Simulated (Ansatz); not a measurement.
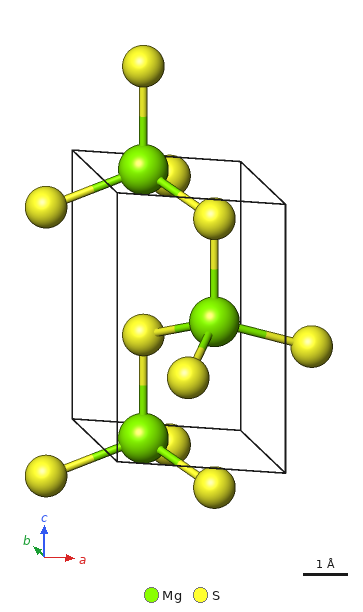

This is a symmetric starting cell of MgS. The picture is a ball-and-stick view of the cell of the calculation, seen slightly off an axis.

Level of theory: Ansatz 0.2.0, DFT LDA, scalar-relativistic, plane waves, PAW. Settings: plane-wave cutoff 420 eV; k-point mesh 6 × 6 × 4; occupations gaussian; smearing width 0.02 eV; no spin polarisation.

The variant: All lengths are scaled by +4.2 % (volume +13.2 %), the atoms keeping their fractional coordinates. No relaxation follows. The starting cell wasn't computed here and needn't be at equilibrium, so pressure and forces aren't due to the change alone.

Question: What is the effect?

Answer: The pressure is −7.1 GPa (not all of it need come from the change, since the unchanged cell can be under pressure at this level too). The principal stresses (compression positive) are −7.0 GPa along c and −7.2 GPa across it. The largest forces, 0.061 eV/Å, act on Mg and S. Near-neighbour distances before and after: Mg–S 2.467 → 2.571 Å, Mg–S 2.447 → 2.551 Å. The space group stays P6_3mc (No. 186).

Drawn alike, the variant:

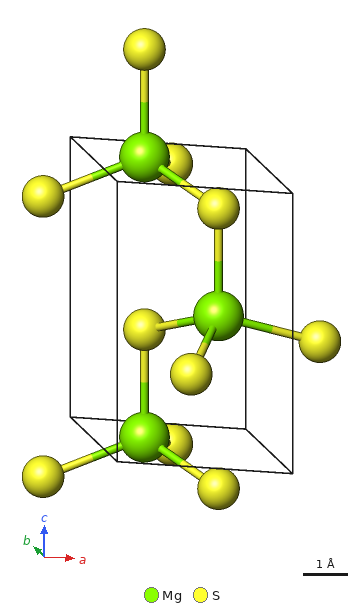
